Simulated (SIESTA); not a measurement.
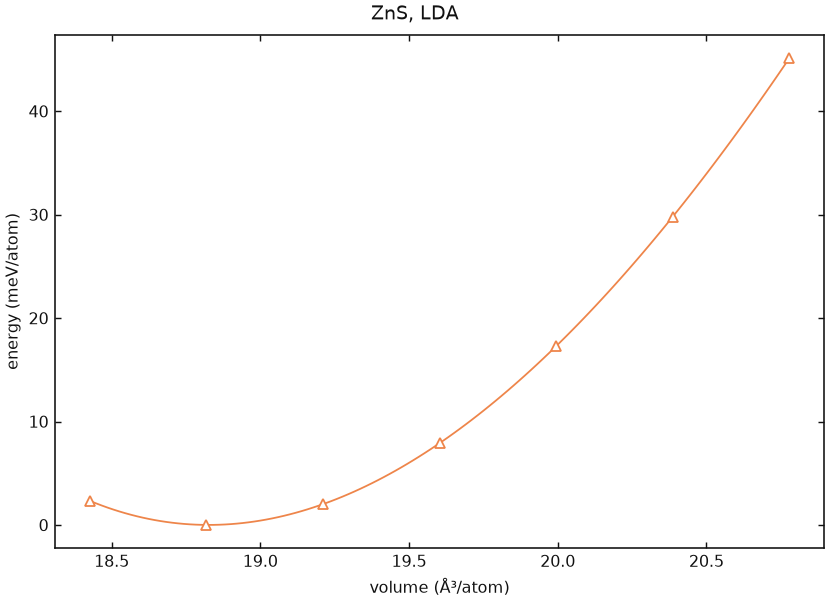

The figure shows the energy against volume for ZnS, space group P6_3mc (No. 186).

The given structure:
```xyz
4
Lattice="3.8110 0.0000 0.0000 -1.9055 3.3004 0.0000 0.0000 0.0000 6.2340" Properties=species:S:1:pos:R:3 pbc="T T T"
Zn    1.9055    1.1001    3.1170
Zn    0.0000    2.2003    0.0000
S     1.9055    1.1001    5.5171
S     0.0000    2.2003    2.4001
```

Computed with SIESTA 5.4.2: DFT in numerical atomic orbitals with pseudopotentials, no spin polarisation; energies at scaled volumes of the given cell, shape and fractions fixed, counted from the fit's minimum, third-order Birch-Murnaghan fit. Level: LDA.

| setting | value |
| --- | --- |
| k mesh | 8×8×5 |
| occupations | Fermi–Dirac |
| smearing width | 0.05 eV |
| potentials | PseudoDojo 0.4 standard, converted to PSML, two zetas on semicore shells |
| program settings | basis DZP, mesh cutoff 800 Ry |

From this curve and the settings, what does the calculation give for the pressure at the same points?

The pressure falls from 1.91 GPa at volume 18.43 Å³/atom to −6.81 GPa at 20.78 Å³/atom, and changes sign near 18.83 Å³/atom.

```csv
volume (Å³/atom),pressure (GPa)
18.43,1.91
18.82,0.03
19.21,-1.64
19.60,-3.15
19.99,-4.50
20.39,-5.70
20.78,-6.81
```

Limits of the calculation: mulliken charges of long orbitals; short basis over semicore shells; valence orbitals made in semicore potential; shape and atomic fractions are frozen while scaling, which makes layered, chain and framework solids too stiff.
